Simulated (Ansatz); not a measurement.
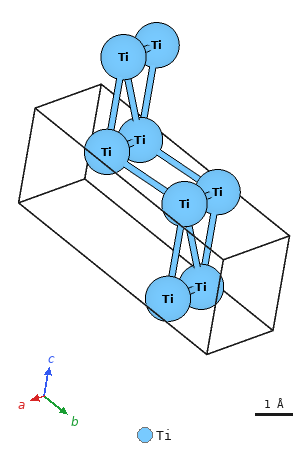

This is the input geometry for a relaxation of solid Ti (set up in C2/m). Style: ball-and-stick. Shown: the cell of the calculation, repeated 1 × 1 × 2 with one cell outlined, slightly off an axis.

Case: film's bulk on the substrate's plane, third vector and atoms relaxed.

Method: DFT LDA, scalar-relativistic, plane waves, PAW (Ansatz 0.2.0).

The input:
```yaml
crystal:
  lattice:
    - [5.6033815906, 0.0, 0.0]
    - [-2.8016907953, 6.2647710702, 0.0]
    - [-1.4008453977, -1.7062966899, 1.7687801978]
  atoms:
    - { symbol: Ti, position: [0.5833333333, 0.25, 0.8333333333] }
    - { symbol: Ti, position: [0.0833333333, 0.25, 0.8333333333] }
    - { symbol: Ti, position: [0.9166666667, 0.75, 0.1666666667] }
    - { symbol: Ti, position: [0.4166666667, 0.75, 0.1666666667] }
basis:
  ecutwfc: 420
kpoints:
  mp_grid: { grid: [7, 6, 19] }
hamiltonian:
  xc: lda
scf:
  occupations: { method: gaussian, width: 0.1 }
output:
  forces: true
  stress: true
  eigenvalues: true
relax:
  adjacent_minimum: "off"
  f_tol: 0.01
  max_steps: 50
  cell: { fix: [a, b, gamma], stress_tol: 0.1 }
```

Launched with:
```bash
ansatz run input.yaml --threads 8 --pin off --max-ram 20480MiB --backend cpu --events-out ev --progress --plain --runs-dir out
```

Predict the outcome.

Answer. The energy falls by 0.7 meV per cell of the calculation in 2 accepted moves (3 points after the start). The largest force component goes from 0.0073 to 0.0029 eV/Å. Pressure: 4.33 GPa at the start and 4.13 GPa at the end. At 1 point the geometry stayed and the basis and grid were re-selected for the new cell (energy shift of less than 0.05 meV per cell of the calculation at most each time). The atoms keep their places relative to the cell (all moves are under 0.005 Å). The volume changes by +0.1 %, with a unchanged at 5.603 Å, b unchanged at 6.863 Å, c 2.829 → 2.839 Å (+0.4 %), α 110.4° → 110.5°. Near-neighbour distances that change, for instance: Ti1–Ti1 2.829 → 2.839 Å, Ti1–Ti3 2.708 → 2.701 Å. The space group stays C2/m (No. 12). Cost: 39 s on 8 threads of AMD EPYC 7R43 64-Core Processor (Zen 3), with other jobs on the host, peak memory 0.88 GiB.

Step by step:

```csv
step,"E − E(0), meV/atom","largest force component, eV/Å","pressure, GPa","volume, Å³/atom",note
0,0.00,0.0073,4.33,15.523,
1,-0.16,0.0020,4.04,15.554,
2,-0.17,0.0029,4.13,15.545,
3,-0.18,0.0029,4.13,15.545,"same geometry, new basis"
```
